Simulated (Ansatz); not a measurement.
Consider Ta (interface cell).

The calculation's input:

```
crystal:
  lattice:
    - [3.2805195247, 0.0, 0.0]
    - [0.0, 7.3354646586, 0.0]
    - [0.0, 0.0, 14.9709293173]
  atoms:
    - { symbol: Ta, position: [0.0, 0.4, 0.0734970873] }
    - { symbol: Ta, position: [0.0, 0.8, 0.1714932037] }
    - { symbol: Ta, position: [0.0, 0.2, 0.2694893201] }
    - { symbol: Ta, position: [0.0, 0.6, 0.3674854364] }
    - { symbol: Ta, position: [0.5, 0.7, 0.0244990291] }
    - { symbol: Ta, position: [0.5, 0.1, 0.1224951455] }
    - { symbol: Ta, position: [0.5, 0.5, 0.2204912619] }
    - { symbol: Ta, position: [0.5, 0.9, 0.3184873782] }
    - { symbol: Ta, position: [0.5, 0.3, 0.4164834946] }
    - { symbol: Ta, position: [0.0, 1.0, 0.4654815528] }
    - { symbol: Ta, position: [0.0, 0.9, 0.9164834946] }
    - { symbol: Ta, position: [0.0, 0.3, 0.8184873782] }
    - { symbol: Ta, position: [0.0, 0.7, 0.7204912619] }
    - { symbol: Ta, position: [0.0, 0.1, 0.6224951455] }
    - { symbol: Ta, position: [0.5, 0.2, 0.9654815528] }
    - { symbol: Ta, position: [0.5, 0.6, 0.8674854364] }
    - { symbol: Ta, position: [0.5, 0.0, 0.7694893201] }
    - { symbol: Ta, position: [0.5, 0.4, 0.6714932037] }
    - { symbol: Ta, position: [0.5, 0.8, 0.5734970873] }
    - { symbol: Ta, position: [0.0, 0.5, 0.5244990291] }
basis:
  ecutwfc: 420
kpoints:
  mp_grid: { grid: [10, 6, 3] }
hamiltonian:
  xc: pbesol
scf:
  occupations: { method: gaussian, width: 0.1 }
output:
  forces: true
  stress: true
  eigenvalues: true
  populations: true
  write_density: true
  write_potential: true
  elf: true
  volumetric_format: npy
relax:
  adjacent_minimum: "off"
  f_tol: 0.02
  max_steps: 60
  cell: { fix: [a, b, alpha, beta, gamma], stress_tol: 0.1 }
```

Command:

```sh
ansatz run input.yaml --threads 4 --pin off --max-ram 11264MiB --backend cpu --events-out ev --progress --plain --runs-dir out
```

The fields are those of the run's last geometry, not of the input's.

Method: DFT PBEsol, scalar-relativistic, plane waves, PAW (Ansatz).

Question: What can the converged valence pseudo-density and electron localisation function tell about the bonding?

Answer: Ta–Ta (2.70 Å): the density is about 0.38 e/Å³ at the midpoint; the ELF is about 0.25 at the midpoint (no localised pair shows between them).

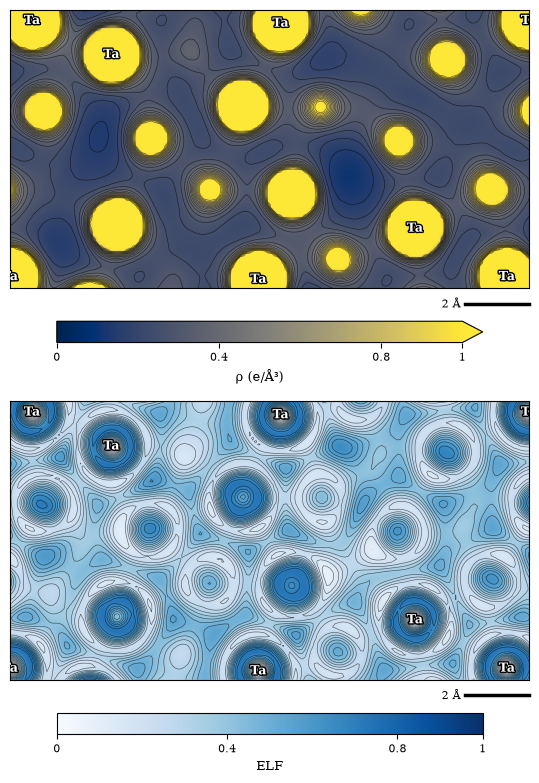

Computed valence pseudo-density and electron localisation function on the (111) plane of the calculation cell, in this order. Atoms just off the plane (Ta, 0.3 Å away) can leave unmarked features too.

In a PAW calculation such maps are meaningful between the atoms, not at the nuclei.
